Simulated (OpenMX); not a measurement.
## Y: 7 runs along one coordinate

System: Y (P6₃/mmc, 2 atoms in the cell).
Method: Kohn-Sham DFT of a periodic cell, PBE, OpenMX 2013 PBE set, no spin polarisation (OpenMX 3.8.5).

The 7 runs differ only in the geometry, by an even scaling of the cell at fixed fractional positions. The structure derives from an entry of the Crystallography Open Database.

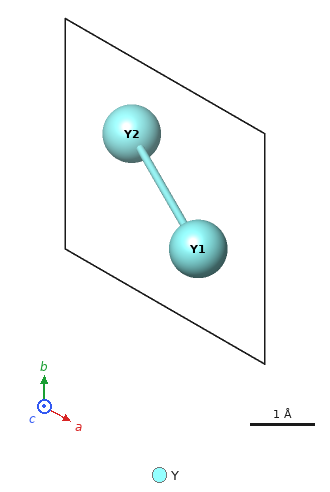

Figure 1. The structure of run 4 (ball-and-stick view of the cell of the calculation, along the c axis; atoms are numbered from 1 in the order of the input).

## Input of run 4
```
System.CurrrentDirectory             ./
System.Name                          Y
DATA.PATH                            ./DFT_DATA13
level.of.stdout                      1
level.of.fileout                     0
Species.Number                       1
<Definition.of.Atomic.Species
  Y   Y8.0-s3p2d2            Y_PBE13
Definition.of.Atomic.Species>

Atoms.Number                         2
Atoms.SpeciesAndCoordinates.Unit     FRAC
<Atoms.SpeciesAndCoordinates
    1  Y     0.6666666667    0.3333333333    0.7500000000   5.500  5.500
    2  Y     0.3333333333    0.6666666667    0.2500000000   5.500  5.500
Atoms.SpeciesAndCoordinates>

Atoms.UnitVectors.Unit               Ang
<Atoms.UnitVectors
     3.6474000000    0.0000000000    0.0000000000
    -1.8237000000    3.1587410578    0.0000000000
     0.0000000000    0.0000000000    5.7306000000
Atoms.UnitVectors>

scf.XcType                           GGA-PBE
scf.SpinPolarization                 off
scf.ElectronicTemperature            580.226
scf.energycutoff                     400.0
scf.maxIter                          100
scf.EigenvalueSolver                 band
scf.Kgrid                            9 9 5
scf.Mixing.Type                      rmm-diisk
scf.Init.Mixing.Weight               0.05
scf.Min.Mixing.Weight                0.001
scf.Max.Mixing.Weight                0.3
scf.Mixing.History                   25
scf.Mixing.StartPulay                8
scf.criterion                        1.0e-8
scf.stress.tensor                    on
MD.Type                              nomd
```

Command:
```bash
openmx Y.dat -nt 1 > Y.std
```

Lattice vectors (Å) and fractional positions of run 4:
```
   3.647400    0.000000    0.000000
  -1.823700    3.158741    0.000000
   0.000000    0.000000    5.730600
Y   0.666667  0.333333  0.750000
Y   0.333333  0.666667  0.250000
```

Run 6 has the same physical settings and fractional positions; its lattice vectors (Å) are:
```
   3.695398    0.000000    0.000000
  -1.847699    3.200308    0.000000
   0.000000    0.000000    5.806011
```

## Results, with one run withheld

```tsv
run	volume per atom (Å³)	free energy per atom, from the lowest run given (meV)
1	31.031	15.82
2	31.691	6.58
3	32.351	1.42
4	33.012	0.00
5	33.672	2.14
6	34.332	?
7	34.992	15.99
```

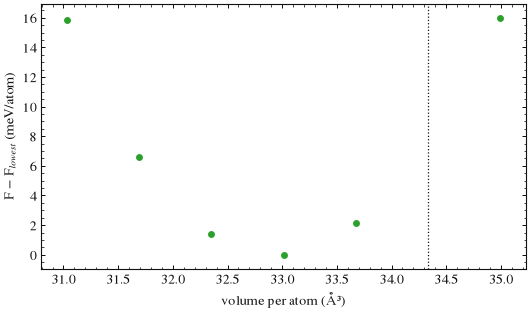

Figure 2. Free energy per atom of the runs given; the dotted line marks run 6.

What should run 6 give?

A cubic polynomial in V^(−2/3) (the Birch–Murnaghan form), fitted to the 6 runs given, misses them by at most 0.01 meV per atom. With x = V^(−2/3) − 0.09769 Å⁻², it reads F = 0.12656 + 764.04 x + 1.0405e+06 x² − 7.7958e+06 x³ (meV per atom). At run 6 it gives 7.54 meV per atom, and the run itself gives 7.56. The fit has its minimum at 32.936 Å³ per atom, where V d²F/dV² gives 43 GPa. Cell shape and fractional positions are held, so this is the stiffness under even scaling; the relaxed bulk modulus wasn't computed.

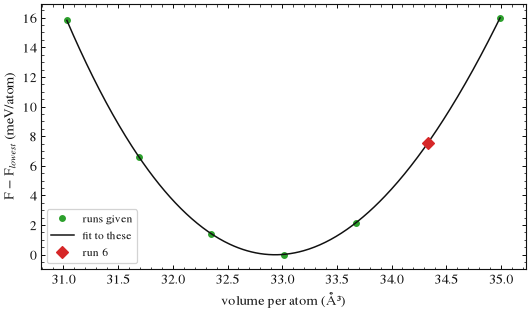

Figure 3. The fit and the withheld run.

## Some lines of the output (run 6)
```
[...]
  Cell_Volume =    463.369411572745 (Bohr^3)
        Total energy (Hartree) at MD = 1
   kloop=0
   kloop=1
   kloop=202
```

Notes: With a small basis of atomic orbitals these values can differ much from converged plane-wave results.
